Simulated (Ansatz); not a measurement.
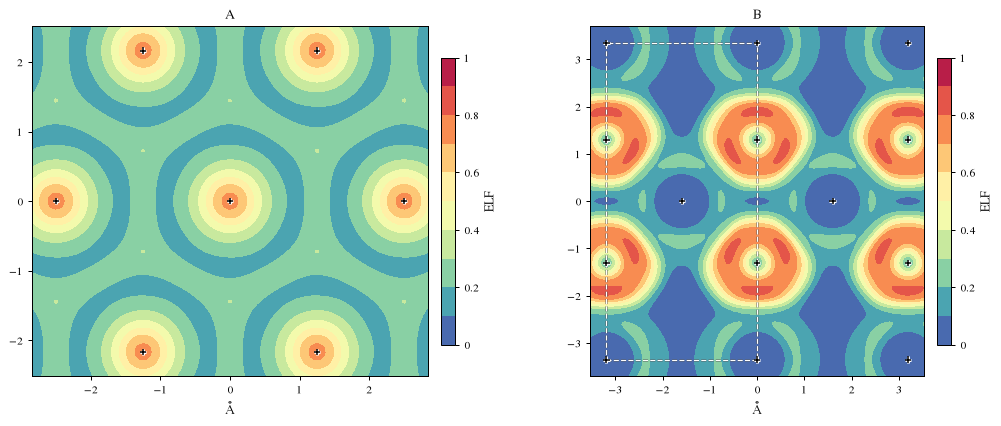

The ELF of 2 systems, each on a plane through atoms (crosses mark nuclei in the plane).

Theory: DFT, PBE, PAW, plane waves, scalar-relativistic in Ansatz.

System 1: Ni, the (111) plane of the conventional cell. Space group Fm-3m; computed pressure about −2 GPa in this cell; spin-polarised.

```
Ni
1.0
     3.53560    0.00000    0.00000
     0.00000    3.53560    0.00000
     0.00000    0.00000    3.53560
Ni
4
Direct
  0.00000 0.50000 0.50000
  0.00000 0.00000 0.00000
  0.50000 0.00000 0.50000
  0.50000 0.50000 0.00000
```

System 2: SnO2, the (11̄0) plane of the conventional cell. Space group P4₂/mnm; computed pressure about 11 GPa in this cell.

```yaml
crystal:
  lattice:
    - [4.73735, 0.00000, 0.00000]
    - [0.00000, 4.73735, 0.00000]
    - [0.00000, 0.00000, 3.18640]
  atoms:
    - { symbol: Sn, position: [0.00000, 0.00000, 0.00000] }
    - { symbol: Sn, position: [0.50000, 0.50000, 0.50000] }
    - { symbol: O, position: [0.30562, 0.30562, 0.00000] }
    - { symbol: O, position: [0.19438, 0.80562, 0.50000] }
    - { symbol: O, position: [0.69438, 0.69438, 0.00000] }
    - { symbol: O, position: [0.80562, 0.19438, 0.50000] }
```

**Match each panel to its system.**

Panel A is system 1, Ni: the plane holds Ni. Ni–Ni (2.50 Å): the ELF is about 0.25 at the midpoint: no shared electron pair shows on this line. Panel B is system 2, SnO2: the plane holds Sn and O. Sn–O (2.05 Å): the ELF peaks at about 0.80 in the valence shell of O, 0.6 Å from its nucleus, and is about 0.25 at the midpoint (no localised pair shows between them).
